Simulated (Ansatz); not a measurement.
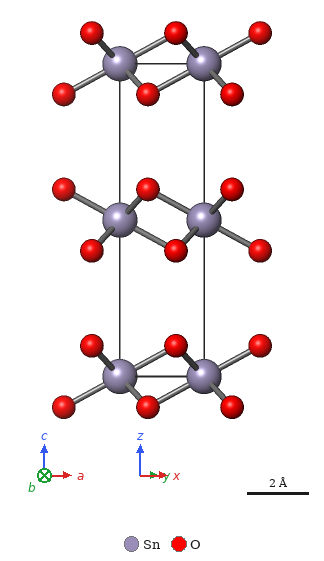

Solid SnO$_{2}$ (P6_3/mmc): the ratio of the cell's length along z to its lengths across, counted as 1 for the reference, is changed at fixed volume (a c/a path), with the atoms kept at their fractional coordinates. x, y and z are the Cartesian axes of the input. The picture shows the reference cell. The picture is a ball-and-stick view of the cell of the calculation, repeated 1 × 1 × 1 with one cell outlined, seen along the b axis.

These are results of DFT PBE+D3(BJ), scalar-relativistic, plane waves, PAW in Ansatz 0.2.0, not measurements. (plane-wave cutoff 420 eV; k-point mesh 12 × 12 × 4; occupations gaussian; smearing width 0.05 eV; no spin polarisation). Energies (free energies at the smearing named) are counted from the relaxed crystal.

Input
```yaml
crystal:
  lattice:
    - [3.2115702651, 0.0, 0.0]
    - [-1.6057851326, 2.7813014357, 0.0]
    - [0.0, 0.0, 10.3427560363]
  atoms:
    - { symbol: Sn, position: [0.0, 0.0, 0.5] }
    - { symbol: Sn, position: [0.0, 0.0, 0.0] }
    - { symbol: O, position: [0.6666666667, 0.3333333333, 0.4018666787] }
    - { symbol: O, position: [0.6666666667, 0.3333333333, 0.0981333213] }
    - { symbol: O, position: [0.3333333333, 0.6666666667, 0.5981333213] }
    - { symbol: O, position: [0.3333333333, 0.6666666667, 0.9018666787] }
basis:
  ecutwfc: 420
kpoints:
  mp_grid: { grid: [12, 12, 4] }
hamiltonian:
  xc: pbe
  dispersion: d3bj
scf:
  occupations: { method: gaussian, width: 0.05 }
output:
  forces: true
  stress: true
  eigenvalues: true
  write_density: true
  write_potential: true
  elf: true
  volumetric_format: npy
```

Run as
```bash
ansatz run input.yaml --threads 1 --pin off --max-ram 2560MiB --backend cpu --events-out ev --progress --plain --runs-dir out
```

Question: Give the energy at each point (the relative ratio: 0.80, 0.85, 0.92, 0.96, 1.00, 1.05, 1.10, 1.20, 1.30).

Answer:
```tsv
axial ratio over its reference value	E − E(ref) (meV/atom)
0.80	187.4
0.85	100.7
0.92	27.0
0.96	6.5
1.00	0.0
1.05	9.6
1.10	37.1
1.20	139.2
1.30	296.4
```

The lowest computed point lies at the relative ratio 1.00 (0.0 meV/atom). The end points stand at 187.4 meV/atom (0.80) and 296.4 meV/atom (1.30). The distortion keeps the space group P6_3/mmc. At the relative ratio 1.30 the cell of the drawing goes a 3.212 → 2.943 Å, b 3.212 → 2.943 Å, c 10.343 → 12.320 Å.

As a plot:

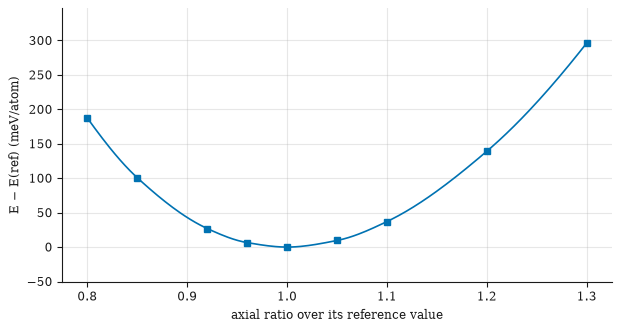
